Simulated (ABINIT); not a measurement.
## C: single-point calculation (part 2 of 2)

C (P-3m1, 4 atoms in the cell); Kohn-Sham DFT of a periodic cell, LDA, HGH LDA, no spin polarisation (ABINIT 10.8.3); cutoff 1224.51 eV, 9×9×2 k-mesh, fermi-dirac of 0.05 eV. The structure derives from a Materials Project entry.

Geometry of the input (Å; fractional positions):
```
2.4562  0.0000  0.0000
-1.2281  2.1272  0.0000
0.0000  0.0000  24.1340
C  0.6667  0.3333  0.5705
C  0.3333  0.6667  0.4295
C  0.0000  0.0000  0.4295
C  0.0000  0.0000  0.5705
```

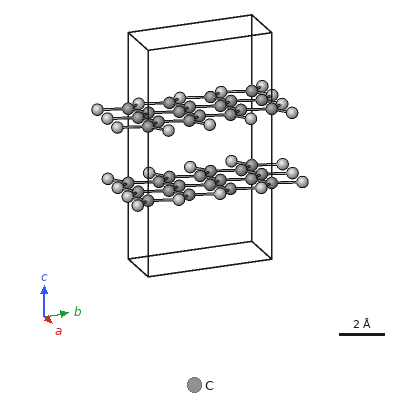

*The structure as given in the input (ball-and-stick view of the 2 × 3 repeat of the cell, with the vacuum cut short, seen slightly off an axis; neighbours outside the cell are drawn fainter). An atom can appear more than once, as a periodic image.*

**Log, continued**
```
       0.333333333333      0.666666666667      0.429524560000
      -0.000000000000     -0.000000000000      0.429531230000
      -0.000000000000     -0.000000000000      0.570468770000
 rms dE/dt=  1.2744E-02; max dE/dt=  3.1154E-02; dE/dt below (all hartree)
    1       0.000000000000     -0.000000000000      0.001973851404
    2      -0.000000000000      0.000000000000     -0.001973851404
    3      -0.000000000000      0.000000000000     -0.031153801062
    4      -0.000000000000      0.000000000000      0.031153801062

 cartesian coordinates (angstrom) at end:
    1      1.22811375215468     0.70905180543509    13.76783153685036
    2     -0.00000000001764     1.41810361087019    10.36612861549268
    3      0.00000000000000    -0.00000000000000    10.36628958900689
    4      0.00000000000000    -0.00000000000000    13.76767056333614

 cartesian forces (hartree/bohr) at end:
    1     -0.00000000000000     0.00000000000000    -0.00004327997451
    2     -0.00000000000000     0.00000000000000     0.00004327997451
    3      0.00000000000000     0.00000000000000     0.00068309889633
    4      0.00000000000000    -0.00000000000000    -0.00068309889633
 frms,max,avg= 2.7943313E-04 6.8309890E-04   0.000E+00  0.000E+00  0.000E+00 h/b

 cartesian forces (eV/Angstrom) at end:
    1     -0.00000000000000     0.00000000000000    -0.00222554577120
    2     -0.00000000000000     0.00000000000000     0.00222554577120
    3      0.00000000000000     0.00000000000000     0.03512635756373
    4      0.00000000000000    -0.00000000000000    -0.03512635756373
 frms,max,avg= 1.4369029E-02 3.5126358E-02   0.000E+00  0.000E+00  0.000E+00 e/A
 length scales=  4.641597286100  4.641597286200 45.606575021500 bohr
              =  2.456227504327  2.456227504380 24.133960152343 angstroms
 Fermi (or HOMO) energy (hartree) =  -0.04964   Average Vxc (hartree)=  -0.12337
 Eigenvalues (hartree) for nkpt=  24  k points:
 kpt#   1, nband= 12, wtk=  0.00617, kpt=  0.0000  0.0000  0.0000 (reduced coord)
  -0.76522   -0.75992   -0.35005   -0.31520   -0.16165   -0.16165   -0.16140   -0.16140
   0.07741    0.09687    0.11992    0.14427
      occupation numbers for kpt#   1
   2.00000    2.00000    2.00000    2.00000    2.00000    2.00000    2.00000    2.00000
   0.00000    0.00000    0.00000    0.00000
 kpt#   2, nband= 12, wtk=  0.03704, kpt=  0.1111  0.0000  0.0000 (reduced coord)
  -0.75443   -0.74924   -0.33695   -0.30250   -0.20204   -0.20135   -0.18302   -0.18250
   0.09173    0.11150    0.13491    0.15917
      occupation numbers for kpt#   2
   2.00000    2.00000    2.00000    2.00000    2.00000    2.00000    2.00000    2.00000
   0.00000    0.00000    0.00000    0.00000
 kpt#   3, nband= 12, wtk=  0.03704, kpt=  0.2222  0.0000  0.0000 (reduced coord)
  -0.72230   -0.71741   -0.29821   -0.29476   -0.29331   -0.26509   -0.22588   -0.22511
   0.13463    0.15508    0.17986    0.20367
      occupation numbers for kpt#   3
   2.00000    2.00000    2.00000    2.00000    2.00000    2.00000    2.00000    2.00000
   0.00000    0.00000    0.00000    0.00000
 kpt#   4, nband= 12, wtk=  0.03704, kpt=  0.3333  0.0000  0.0000 (reduced coord)
  -0.66960   -0.66518   -0.40201   -0.39976   -0.26364   -0.26280   -0.23637   -0.20630
   0.12334    0.13955    0.20508    0.22753
      occupation numbers for kpt#   4
   2.00000    2.00000    2.00000    2.00000    2.00000    2.00000    2.00000    2.00000
   0.00000    0.00000    0.00000    0.00000
 kpt#   5, nband= 12, wtk=  0.03704, kpt=  0.4444  0.0000  0.0000 (reduced coord)
  -0.59863   -0.59496   -0.50335   -0.50042   -0.28450   -0.28361   -0.16332   -0.14265
   0.02292    0.03995    0.22634    0.23309
      occupation numbers for kpt#   5
   2.00000    2.00000    2.00000    2.00000    2.00000    2.00000    2.00000    2.00000
   0.00000    0.00000    0.00000    0.00000
 kpt#   6, nband= 12, wtk=  0.03704, kpt=  0.1111  0.1111  0.0000 (reduced coord)
  -0.73297   -0.72799   -0.31099   -0.27741   -0.25802   -0.25736   -0.22537   -0.22492
   0.12040    0.14069    0.16489    0.18895
      occupation numbers for kpt#   6
   2.00000    2.00000    2.00000    2.00000    2.00000    2.00000    2.00000    2.00000
   0.00000    0.00000    0.00000    0.00000
 kpt#   7, nband= 12, wtk=  0.07407, kpt=  0.2222  0.1111  0.0000 (reduced coord)
  -0.69056   -0.68597   -0.34753   -0.34592   -0.27653   -0.27554   -0.26042   -0.22889
   0.17265    0.17747    0.18363    0.19931
      occupation numbers for kpt#   7
   2.00000    2.00000    2.00000    2.00000    2.00000    2.00000    2.00000    2.00000
   0.00000    0.00000    0.00000    0.00000
 kpt#   8, nband= 12, wtk=  0.07407, kpt=  0.3333  0.1111  0.0000 (reduced coord)
  -0.62849   -0.62446   -0.44910   -0.44655   -0.30890   -0.30768   -0.19016   -0.16347
   0.06476    0.08065    0.26071    0.27371
      occupation numbers for kpt#   8
   2.00000    2.00000    2.00000    2.00000    2.00000    2.00000    2.00000    2.00000
   0.00000    0.00000    0.00000    0.00000
 kpt#   9, nband= 12, wtk=  0.03704, kpt=  0.4444  0.1111  0.0000 (reduced coord)
  -0.56117   -0.55927   -0.52934   -0.52793   -0.31992   -0.31865   -0.13380   -0.12140
   0.00393    0.01430    0.26890    0.27680
      occupation numbers for kpt#   9
   2.00000    2.00000    2.00000    2.00000    2.00000    2.00000    2.00000    2.00000
   0.00000    0.00000    0.00000    0.00000
 kpt#  10, nband= 12, wtk=  0.03704, kpt=  0.2222  0.2222  0.0000 (reduced coord)
  -0.63874   -0.63461   -0.40138   -0.40023   -0.35123   -0.35035   -0.20010   -0.17178
   0.09144    0.10132    0.24778    0.26828
      occupation numbers for kpt#  10
   2.00000    2.00000    2.00000    2.00000    2.00000    2.00000    2.00000    2.00000
   0.00000    0.00000    0.00000    0.00000
 kpt#  11, nband= 12, wtk=  0.07407, kpt=  0.3333  0.2222  0.0000 (reduced coord)
  -0.56985   -0.56645   -0.48027   -0.47785   -0.38782   -0.38608   -0.12664   -0.10623
   0.00835    0.01908    0.33896    0.34020
      occupation numbers for kpt#  11
   2.00000    2.00000    2.00000    2.00000    2.00000    2.00000    2.00000    2.00000
   0.00000    0.00000    0.00000    0.00000
 kpt#  12, nband= 12, wtk=  0.01235, kpt=  0.3333  0.3333  0.0000 (reduced coord)
  -0.50790   -0.50620   -0.50620   -0.50466   -0.44204   -0.44204   -0.06105   -0.04964
  -0.04964   -0.03753    0.32931    0.32931
      occupation numbers for kpt#  12
   2.00000    2.00000    2.00000    2.00000    2.00000    2.00000    1.99600    0.99955
   0.99955    0.00275    0.00000    0.00000
 kpt#  13, nband= 12, wtk=  0.00617, kpt=  0.0000  0.0000  0.5000 (reduced coord)
  -0.76522   -0.75991   -0.35006   -0.31522   -0.16165   -0.16165   -0.16141   -0.16141
   0.07744    0.09650    0.12305    0.13526
      occupation numbers for kpt#  13
   2.00000    2.00000    2.00000    2.00000    2.00000    2.00000    2.00000    2.00000
   0.00000    0.00000    0.00000    0.00000
 kpt#  14, nband= 12, wtk=  0.03704, kpt=  0.1111  0.0000  0.5000 (reduced coord)
  -0.75443   -0.74924   -0.33695   -0.30250   -0.20204   -0.20136   -0.18301   -0.18249
   0.09177    0.11115    0.13804    0.15003
      occupation numbers for kpt#  14
   2.00000    2.00000    2.00000    2.00000    2.00000    2.00000    2.00000    2.00000
   0.00000    0.00000    0.00000    0.00000
 kpt#  15, nband= 12, wtk=  0.03704, kpt=  0.2222  0.0000  0.5000 (reduced coord)
  -0.72230   -0.71742   -0.29822   -0.29475   -0.29331   -0.26509   -0.22587   -0.22511
   0.13465    0.15479    0.18296    0.19415
      occupation numbers for kpt#  15
   2.00000    2.00000    2.00000    2.00000    2.00000    2.00000    2.00000    2.00000
   0.00000    0.00000    0.00000    0.00000
 kpt#  16, nband= 12, wtk=  0.03704, kpt=  0.3333  0.0000  0.5000 (reduced coord)
  -0.66960   -0.66519   -0.40201   -0.39976   -0.26365   -0.26279   -0.23638   -0.20630
   0.12336    0.13956    0.20510    0.22735
      occupation numbers for kpt#  16
   2.00000    2.00000    2.00000    2.00000    2.00000    2.00000    2.00000    2.00000
   0.00000    0.00000    0.00000    0.00000
 kpt#  17, nband= 12, wtk=  0.03704, kpt=  0.4444  0.0000  0.5000 (reduced coord)
  -0.59864   -0.59496   -0.50334   -0.50042   -0.28450   -0.28362   -0.16331   -0.14264
   0.02291    0.03996    0.22633    0.23308
      occupation numbers for kpt#  17
   2.00000    2.00000    2.00000    2.00000    2.00000    2.00000    2.00000    2.00000
   0.00000    0.00000    0.00000    0.00000
 kpt#  18, nband= 12, wtk=  0.03704, kpt=  0.1111  0.1111  0.5000 (reduced coord)
  -0.73297   -0.72799   -0.31100   -0.27742   -0.25801   -0.25736   -0.22537   -0.22492
   0.12043    0.14038    0.16802    0.17955
      occupation numbers for kpt#  18
   2.00000    2.00000    2.00000    2.00000    2.00000    2.00000    2.00000    2.00000
   0.00000    0.00000    0.00000    0.00000
 kpt#  19, nband= 12, wtk=  0.07407, kpt=  0.2222  0.1111  0.5000 (reduced coord)
  -0.69056   -0.68597   -0.34752   -0.34591   -0.27652   -0.27554   -0.26041   -0.22889
   0.17266    0.17749    0.18365    0.19907
      occupation numbers for kpt#  19
   2.00000    2.00000    2.00000    2.00000    2.00000    2.00000    2.00000    2.00000
   0.00000    0.00000    0.00000    0.00000
 kpt#  20, nband= 12, wtk=  0.07407, kpt=  0.3333  0.1111  0.5000 (reduced coord)
  -0.62849   -0.62445   -0.44910   -0.44656   -0.30890   -0.30768   -0.19016   -0.16347
   0.06476    0.08065    0.26071    0.27371
      occupation numbers for kpt#  20
   2.00000    2.00000    2.00000    2.00000    2.00000    2.00000    2.00000    2.00000
   0.00000    0.00000    0.00000    0.00000
 kpt#  21, nband= 12, wtk=  0.03704, kpt=  0.4444  0.1111  0.5000 (reduced coord)
  -0.56116   -0.55926   -0.52934   -0.52792   -0.31991   -0.31864   -0.13379   -0.12138
   0.00394    0.01430    0.26890    0.27680
      occupation numbers for kpt#  21
   2.00000    2.00000    2.00000    2.00000    2.00000    2.00000    2.00000    2.00000
   0.00000    0.00000    0.00000    0.00000
 kpt#  22, nband= 12, wtk=  0.03704, kpt=  0.2222  0.2222  0.5000 (reduced coord)
  -0.63874   -0.63461   -0.40139   -0.40024   -0.35124   -0.35036   -0.20011   -0.17179
   0.09145    0.10132    0.24779    0.26816
      occupation numbers for kpt#  22
   2.00000    2.00000    2.00000    2.00000    2.00000    2.00000    2.00000    2.00000
   0.00000    0.00000    0.00000    0.00000
 kpt#  23, nband= 12, wtk=  0.07407, kpt=  0.3333  0.2222  0.5000 (reduced coord)
  -0.56985   -0.56645   -0.48027   -0.47785   -0.38781   -0.38608   -0.12664   -0.10623
   0.00835    0.01907    0.33896    0.34020
      occupation numbers for kpt#  23
   2.00000    2.00000    2.00000    2.00000    2.00000    2.00000    2.00000    2.00000
   0.00000    0.00000    0.00000    0.00000
 kpt#  24, nband= 12, wtk=  0.01235, kpt=  0.3333  0.3333  0.5000 (reduced coord)
  -0.50790   -0.50620   -0.50620   -0.50465   -0.44204   -0.44204   -0.06107   -0.04964
  -0.04964   -0.03753    0.32931    0.32931
      occupation numbers for kpt#  24
   2.00000    2.00000    2.00000    2.00000    2.00000    2.00000    1.99603    1.00168
   1.00168    0.00275    0.00000    0.00000
 Fermi (or HOMO) energy (eV) =  -1.35072   Average Vxc (eV)=  -3.35699
 Eigenvalues (   eV  ) for nkpt=  24  k points:
 kpt#   1, nband= 12, wtk=  0.00617, kpt=  0.0000  0.0000  0.0000 (reduced coord)
 -20.82259  -20.67842   -9.52536   -8.57704   -4.39879   -4.39879   -4.39199   -4.39199
   2.10639    2.63607    3.26306    3.92589
 kpt#   2, nband= 12, wtk=  0.03704, kpt=  0.1111  0.0000  0.0000 (reduced coord)
 -20.52906  -20.38790   -9.16885   -8.23140   -5.49787   -5.47909   -4.98021   -4.96609
   2.49616    3.03414    3.67101    4.33125
 kpt#   3, nband= 12, wtk=  0.03704, kpt=  0.2222  0.0000  0.0000 (reduced coord)
 -19.65473  -19.52166   -8.11470   -8.02075   -7.98134   -7.21354   -6.14648   -6.12558
   3.66342    4.21990    4.89419    5.54221
 kpt#   4, nband= 12, wtk=  0.03704, kpt=  0.3333  0.0000  0.0000 (reduced coord)
 -18.22066  -18.10060  -10.93919  -10.87809   -7.17408   -7.15124   -6.43191   -5.61381
   3.35633    3.79721    5.58057    6.19134
 kpt#   5, nband= 12, wtk=  0.03704, kpt=  0.4444  0.0000  0.0000 (reduced coord)
 -16.28954  -16.18963  -13.69688  -13.61716   -7.74156   -7.71754   -4.44406   -3.88162
   0.62361    1.08723    6.15907    6.34277
 kpt#   6, nband= 12, wtk=  0.03704, kpt=  0.1111  0.1111  0.0000 (reduced coord)
 -19.94517  -19.80958   -8.46241   -7.54875   -7.02097   -7.00303   -6.13261   -6.12050
   3.27627    3.82833    4.48700    5.14160
 kpt#   7, nband= 12, wtk=  0.07407, kpt=  0.2222  0.1111  0.0000 (reduced coord)
 -18.79110  -18.66617   -9.45671   -9.41293   -7.52480   -7.49795   -7.08626   -6.22843
   4.69804    4.82927    4.99679    5.42353
 kpt#   8, nband= 12, wtk=  0.07407, kpt=  0.3333  0.1111  0.0000 (reduced coord)
 -17.10205  -16.99232  -12.22066  -12.15133   -8.40548   -8.37253   -5.17452   -4.44822
   1.76231    2.19459    7.09415    7.44792
 kpt#   9, nband= 12, wtk=  0.03704, kpt=  0.4444  0.1111  0.0000 (reduced coord)
 -15.27011  -15.21847  -14.40415  -14.36560   -8.70556   -8.67078   -3.64083   -3.30334
   0.10684    0.38912    7.31702    7.53221
 kpt#  10, nband= 12, wtk=  0.03704, kpt=  0.2222  0.2222  0.0000 (reduced coord)
 -17.38105  -17.26867  -10.92215  -10.89082   -9.55745   -9.53362   -5.44498   -4.67449
   2.48828    2.75710    6.74239    7.30033
 kpt#  11, nband= 12, wtk=  0.07407, kpt=  0.3333  0.2222  0.0000 (reduced coord)
 -15.50627  -15.41383  -13.06887  -13.00290  -10.55306  -10.50571   -3.44594   -2.89057
   0.22734    0.51912    9.22345    9.25744
 kpt#  12, nband= 12, wtk=  0.01235, kpt=  0.3333  0.3333  0.0000 (reduced coord)
 -13.82064  -13.77443  -13.77443  -13.73237  -12.02843  -12.02843   -1.66135   -1.35067
  -1.35067   -1.02128    8.96096    8.96096
 kpt#  13, nband= 12, wtk=  0.00617, kpt=  0.0000  0.0000  0.5000 (reduced coord)
 -20.82283  -20.67831   -9.52554   -8.57750   -4.39876   -4.39876   -4.39207   -4.39207
   2.10734    2.62601    3.34830    3.68067
 kpt#  14, nband= 12, wtk=  0.03704, kpt=  0.1111  0.0000  0.5000 (reduced coord)
 -20.52915  -20.38791   -9.16881   -8.23151   -5.49775   -5.47916   -4.97986   -4.96589
   2.49705    3.02464    3.75622    4.08244
 kpt#  15, nband= 12, wtk=  0.03704, kpt=  0.2222  0.0000  0.5000 (reduced coord)
 -19.65477  -19.52186   -8.11488   -8.02052   -7.98137   -7.21345   -6.14623   -6.12564
   3.66410    4.21216    4.97847    5.28306
 kpt#  16, nband= 12, wtk=  0.03704, kpt=  0.3333  0.0000  0.5000 (reduced coord)
 -18.22066  -18.10084  -10.93926  -10.87794   -7.17416   -7.15101   -6.43212   -5.61377
   3.35685    3.79751    5.58097    6.18664
 kpt#  17, nband= 12, wtk=  0.03704, kpt=  0.4444  0.0000  0.5000 (reduced coord)
 -16.28976  -16.18962  -13.69663  -13.61700   -7.74166   -7.71766   -4.44385   -3.88146
   0.62349    1.08724    6.15889    6.34255
 kpt#  18, nband= 12, wtk=  0.03704, kpt=  0.1111  0.1111  0.5000 (reduced coord)
 -19.94520  -19.80973   -8.46275   -7.54892   -7.02085   -7.00310   -6.13262   -6.12049
   3.27704    3.81988    4.57193    4.88587
 kpt#  19, nband= 12, wtk=  0.07407, kpt=  0.2222  0.1111  0.5000 (reduced coord)
 -18.79122  -18.66618   -9.45662   -9.41280   -7.52453   -7.49784   -7.08619   -6.22849
   4.69837    4.82978    4.99727    5.41686
 kpt#  20, nband= 12, wtk=  0.07407, kpt=  0.3333  0.1111  0.5000 (reduced coord)
 -17.10203  -16.99216  -12.22059  -12.15164   -8.40550   -8.37249   -5.17439   -4.44831
   1.76218    2.19454    7.09439    7.44790
 kpt#  21, nband= 12, wtk=  0.03704, kpt=  0.4444  0.1111  0.5000 (reduced coord)
 -15.26996  -15.21829  -14.40402  -14.36542   -8.70526   -8.67067   -3.64048   -3.30291
   0.10721    0.38923    7.31716    7.53222
 kpt#  22, nband= 12, wtk=  0.03704, kpt=  0.2222  0.2222  0.5000 (reduced coord)
 -17.38110  -17.26873  -10.92244  -10.89103   -9.55763   -9.53372   -5.44530   -4.67472
   2.48836    2.75695    6.74270    7.29708
 kpt#  23, nband= 12, wtk=  0.07407, kpt=  0.3333  0.2222  0.5000 (reduced coord)
 -15.50643  -15.41380  -13.06890  -13.00301  -10.55292  -10.50568   -3.44597   -2.89064
   0.22733    0.51905    9.22346    9.25739
 kpt#  24, nband= 12, wtk=  0.01235, kpt=  0.3333  0.3333  0.5000 (reduced coord)
 -13.82060  -13.77440  -13.77440  -13.73235  -12.02840  -12.02840   -1.66173   -1.35088
  -1.35088   -1.02131    8.96096    8.96096
 Total charge density [el/Bohr^3]
)     Maximum=    3.3646E-01  at reduced coord.    0.9333    0.8333    0.5694
)Next maximum=    3.3646E-01  at reduced coord.    0.9000    0.8333    0.5694
)     Minimum=    0.0000E+00  at reduced coord.    0.0000    0.0000    0.0000
)Next minimum=    0.0000E+00  at reduced coord.    0.0333    0.0000    0.0000
   Integrated=    1.6000E+01

--- !EnergyTerms
iteration_state     : {dtset: 1, }
comment             : Components of total free energy in Hartree
kinetic             :  1.74685179790253E+01
hartree             :  1.87776856912535E+02
xc                  : -6.95447156046064E+00
Ewald energy        :  1.68949937888378E+02
psp_core            : -1.27632790485543E-02
local_psp           : -3.91877798953663E+02
non_local_psp       :  1.80447292401395E+00
internal            : -2.28452480892203E+01
'-kT*entropy'       : -1.28042073391419E-04
total_energy        : -2.28453761312937E+01
total_energy_eV     : -6.21654353843349E+02
band_energy         : -6.14934727041730E+00
...

 Cartesian components of stress tensor (hartree/bohr^3)
  sigma(1 1)=  1.00395467E-04  sigma(3 2)=  0.00000000E+00
  sigma(2 2)=  1.00395467E-04  sigma(3 1)=  0.00000000E+00
  sigma(3 3)=  4.70910147E-05  sigma(2 1)=  1.06221587E-15

-Cartesian components of stress tensor (GPa)         [Pressure= -2.4310E+00 GPa]
- sigma(1 1)=  2.95373660E+00  sigma(3 2)=  0.00000000E+00
- sigma(2 2)=  2.95373660E+00  sigma(3 1)=  0.00000000E+00
- sigma(3 3)=  1.38546549E+00  sigma(2 1)=  3.12514699E-11

== END DATASET(S) ==============================================================
================================================================================

 -outvars: echo values of variables after computation  --------
            acell      4.6415972861E+00  4.6415972862E+00  4.5606575021E+01 Bohr
           etotal     -2.2845376131E+01
            fcart     -2.5524917936E-27  1.7416239739E-27 -4.3279974511E-05
                      -1.6243129596E-27  1.3397107490E-28  4.3279974511E-05
                       2.0884023766E-27  1.3397107494E-28  6.8309889633E-04
                       2.0884023766E-27 -2.0095661237E-27 -6.8309889633E-04
            rprim      1.0000000000E+00  0.0000000000E+00  0.0000000000E+00
                      -5.0000000000E-01  8.6602540380E-01  0.0000000000E+00
                       0.0000000000E+00  0.0000000000E+00  1.0000000000E+00
           strten      1.0039546655E-04  1.0039546654E-04  4.7091014749E-05
                       0.0000000000E+00  0.0000000000E+00  1.0622158720E-15
           xangst      1.2281137522E+00  7.0905180544E-01  1.3767831537E+01
                      -1.7639287260E-11  1.4181036109E+00  1.0366128615E+01
                       2.2724669410E-17 -1.1808084601E-16  1.0366289589E+01
                       2.2724669410E-17 -1.1808084601E-16  1.3767670563E+01
             xred      6.6666666667E-01  3.3333333333E-01  5.7047544000E-01
                       3.3333333333E-01  6.6666666667E-01  4.2952456000E-01
                      -1.8503717077E-17 -5.5511151231E-17  4.2953123000E-01
                      -1.8503717077E-17 -5.5511151231E-17  5.7046877000E-01
 Calculation completed.
```

**Results in brief**

```csv
quantity,value
outcome,converged
space group (tolerance 0.01 Å),P-3m1 (164)
electrons treated,16
free energy,−621.6544 eV
Fermi energy,−1.351 eV
gap on the k-point mesh,none (metallic)
pressure,−2.43 GPa
largest force (length of the vector),0.035 eV/Å
wall time,68 s (CPU time 4.5 min)
peak memory,0.52 GiB
```

**Notes**

Points of doubt noted for this run: cutoff too low for stress.
